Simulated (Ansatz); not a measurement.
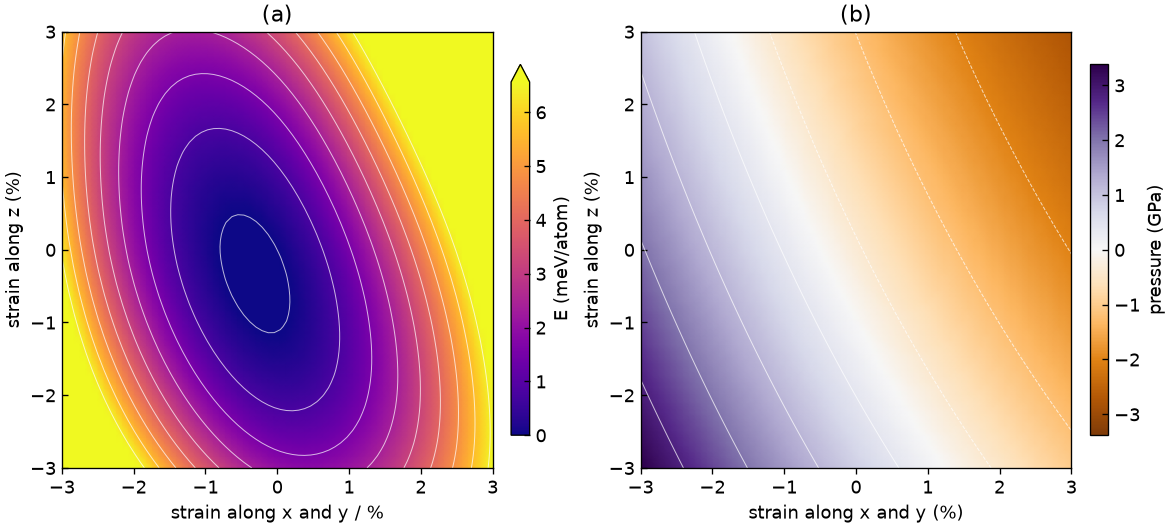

LiCl (Fm-3m, No. 225; 2 atoms in the cell). 
- The cell is strained homogeneously, by one strain along x and y and another along z, with fractional coordinates fixed (x, y and z along the cube axes).
- First axis: strain along x and y. Second axis: strain along z.
- The scan uses a 5 × 5 grid.
- All energies are given in meV/atom relative to the lowest grid point.
- The reference cell is the one listed in the database, not relaxed at this level.
- All numbers below come from Ansatz, DFT r2SCAN, scalar-relativistic, plane waves, PAW. Settings: cutoff 500 eV, k-mesh 8×8×8, gaussian smearing 0.05 eV, no spin polarisation.

Panel (a) is the energy; panel (b) is the computed pressure, in GPa.

In the figure: a smooth colour map with a few white contour lines, one colour for all values above the top of the scale. Between grid points the surface is interpolated.

How does the pressure vary over the map, and what is it at the lowest grid point?

Answer. It runs from −2.8 GPa at strain along x and y = 3.0 %, strain along z = 3.0 % to 3.4 GPa at strain along x and y = −3.0 %, strain along z = −3.0 %. At the lowest grid point, strain along x and y = 0.0 %, strain along z = 0.0 %, it is −0.3 GPa.

| strain along z ↓, strain along x and y → | −3.0 | −1.5 | 0.0 | 1.5 | 3.0 |
| --- | --- | --- | --- | --- | --- |
| 3.0 | 1.0 | −0.2 | −1.2 | −2.1 | −2.8 |
| 1.5 | 1.5 | 0.3 | −0.8 | −1.7 | −2.4 |
| 0.0 | 2.1 | 0.8 | −0.3 | −1.3 | −2.0 |
| −1.5 | 2.7 | 1.3 | 0.2 | −0.8 | −1.5 |
| −3.0 | 3.4 | 2.0 | 0.8 | −0.2 | −1.0 |
